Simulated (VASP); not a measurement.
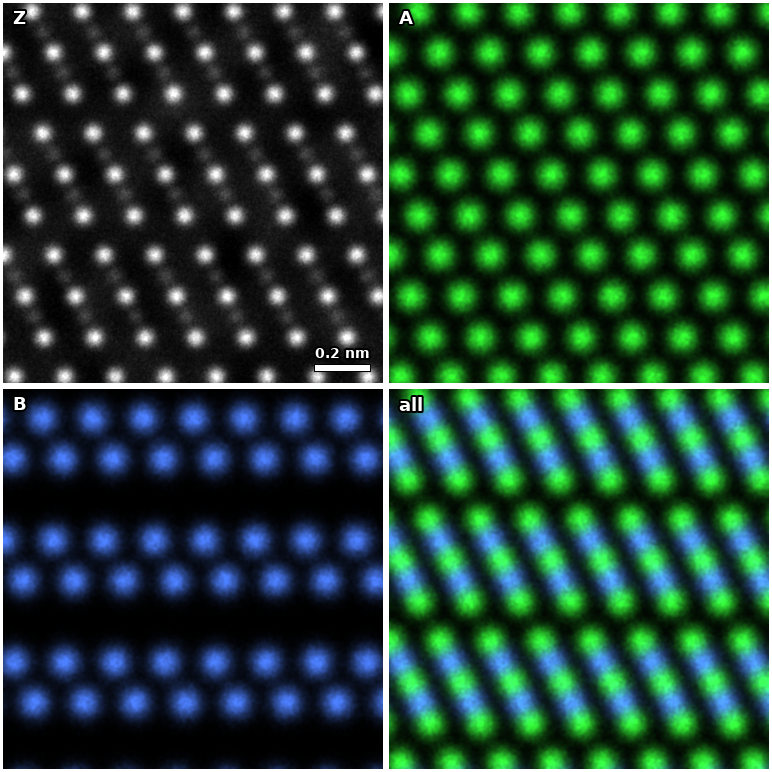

Zr₃S₂ (R32, No. 155) along [101]. Panel Z: Simulation: incoherent imaging, intensity Z^1.7 per atom, probe width 0.50 Å, thin sample. The probe carries 15 % of its weight in a tail 2.5 times as wide. Shot noise and the speckle of an amorphous layer were added. The other panels are simulated element maps (the number of atoms of one element along the beam, blurred by 0.9 Å, with counting noise; each on its own scale, no channelling); the last overlays them. Structure: a cell listed in the Materials Project, as set up for an electronic-structure calculation.

Space group R32:H (No. 155). a = 5.805 Å, b = 5.805 Å, c = 10.463 Å, α = 90.00°, β = 90.00°, γ = 120.00°
| atom | site | symmetry | x | y | z |
| --- | --- | --- | --- | --- | --- |
| Zr | 9e | .2 | 0.6721 | 0.0054 | 0.1667 |
| S | 6c | 3. | 0.3333 | 0.6667 | 0.3317 |

Which element does each lettered map show?

A: Zr, B: S. The projected cell (1.88 × 4.55 Å, 95°) holds 5 columns: 3 of Zr and 2 of S. No column is shared by two of the mapped elements.
